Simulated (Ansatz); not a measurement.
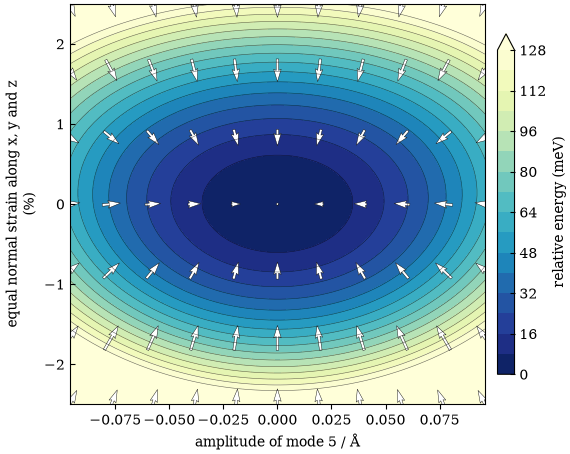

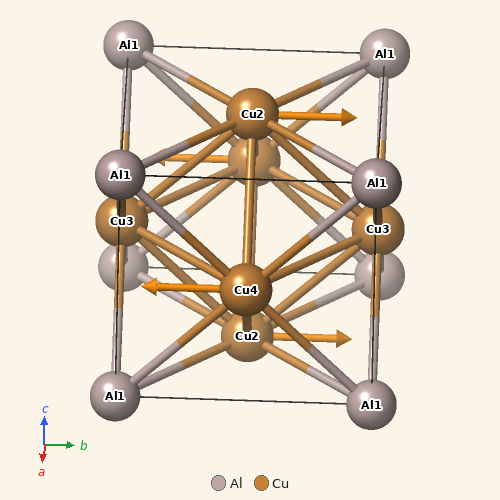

Energy landscape of AlCu3 (Pm-3m, No. 221; 4 atoms in the cell). 
- The energy is mapped over a normal mode and a strain (zone-centre modes of the 4-atom cell of this scan) (x, y and z along the cube axes).
- The first coordinate is: amplitude of mode 5 (168 cm⁻¹), largest displacement in the unstrained cell; the second: equal normal strain along x, y and z.
- Nothing is relaxed (the pattern is fixed in fractional coordinates).
- Grid: 11 × 7 points; 42 points were computed and 35 follow by symmetry.
- Points are written as (first, second).
- Energies are in meV per cell, from the lowest grid point.
- All numbers below come from DFT LDA, scalar-relativistic, plane waves, PAW (Ansatz). Settings: cutoff 520 eV, k-mesh 12×12×12, gaussian smearing 0.15 eV, no spin polarisation.

In the figure: filled contours, arrows along the force (downhill), their lengths compressed, one colour for all values above the top of the scale. Between grid points the surface is interpolated. The second picture is the structure at the lowest point

Question: What does the map say about the system?

Answer: The lowest grid point is at (0.000 Å, 0.00 %). It is the only kind of minimum in the scanned range. The highest grid point, (−0.096 Å, −2.50 %), lies 228 meV above the lowest.

The input of one point:

```yaml
crystal:
  lattice:
    - [3.589025834, 0.0, 0.0]
    - [0.0, 3.589025834, 0.0]
    - [0.0, 0.0, 3.589025834]
  atoms:
    - { symbol: Al, position: [0.0, 0.0, 0.0] }
    - { symbol: Cu, position: [0.5, 0.5, 0.0] }
    - { symbol: Cu, position: [0.5, 0.0, 0.5] }
    - { symbol: Cu, position: [0.0, 0.5, 0.5] }
basis:
  ecutwfc: 520.0
kpoints:
  mp_grid: { grid: [12, 12, 12] }
hamiltonian:
  xc: lda
  pseudopotentials: { kind: paw, azcp: { folder: soft_1 } }
scf:
  occupations: { method: gaussian, width: 0.15 }
output:
  forces: true
  stress: true
  eigenvalues: true
```

Each point was launched as `ansatz run input.yaml --threads 2 --pin off --max-ram 4096MiB --backend cpu --events-out ev --progress --plain --runs-dir out`. Time for the 42 points that were run: 19 min on 2 threads of Arm Neoverse V1, with other jobs on the host.
